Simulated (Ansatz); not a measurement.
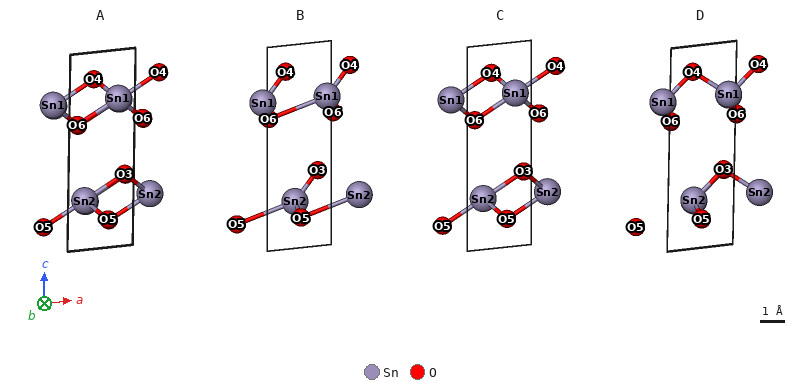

4 geometries from one relaxation of crystalline SnO$_{2}$ (set up in P1), in shuffled order. A ball-and-stick model of the cell of the calculation, seen along the b axis.

Case: all O atoms moved 0.8 Å in one direction; relaxed back.

The calculation used Ansatz 0.2.0, DFT r2SCAN, scalar-relativistic, plane waves, PAW. Set-up: plane-wave cutoff 500 eV; k-point mesh 12 × 12 × 8; occupations gaussian; smearing width 0.05 eV; no spin polarisation; cell and atoms relaxed; force threshold 0.01 eV/Å; at most 80 steps.

**Order the frames from highest to lowest energy.**

B, D, A, C. They are steps 0, 1, 3, 8, at +11.515 eV per cell of the calculation, +3.884 eV per cell of the calculation, +52.6 meV per cell of the calculation relative to the last. The largest moves relative to the cell, 0.53 Å, are those of Sn1 and Sn2. Sn1 goes in a general direction near [−3 1 0]. By element the largest moves are Sn 0.53 Å, O 0.27 Å. The drawn cell changes as follows: a = b unchanged at 3.210 Å, c 8.905 → 8.920 Å (+0.2 %); the volume changes by +0.2 %. Some distances before and after: Sn1–O4 2.731 → 2.094 Å, Sn1–O6 2.692 → 2.094 Å, Sn1–O6 (another image) 1.608 → 2.094 Å, Sn1–O4 (another image) 2.515 → 2.094 Å. New bonds form, among them: Sn1–O4 (2.51 → 2.09 Å), Sn1–O4 (2.73 → 2.09 Å), Sn2–O3 (2.51 → 2.09 Å), Sn2–O3 (2.73 → 2.09 Å). Bond angles that change, for instance: O4–Sn1–O6 110.0° → 79.9°, O6–Sn1–O6 130.0° → 100.1°, Sn1–O6–Sn1 130.0° → 100.1°. The space group (tolerance 0.01 Å) goes from P1 (No. 1) to R-3m (No. 166). Over 7 accepted moves (8 points after the start) the energy falls by 11.515 eV per cell of the calculation. Largest force component: 14 eV/Å at the start, 0.0019 eV/Å at the end. Pressure: 72.61 GPa at the start and −0.04 GPa at the end. At 1 point the geometry stayed and the basis and grid were re-selected for the new cell (energy shift of 0.1 meV per cell of the calculation at most each time). Cost: 11 min on 2 threads of Intel(R) Xeon(R) 6975P-C (Granite Rapids), on a shared host, peak memory 1.7 GiB.

Limits of the set-up: layers or molecules are held without a dispersion correction, so their spacing is unreliable.
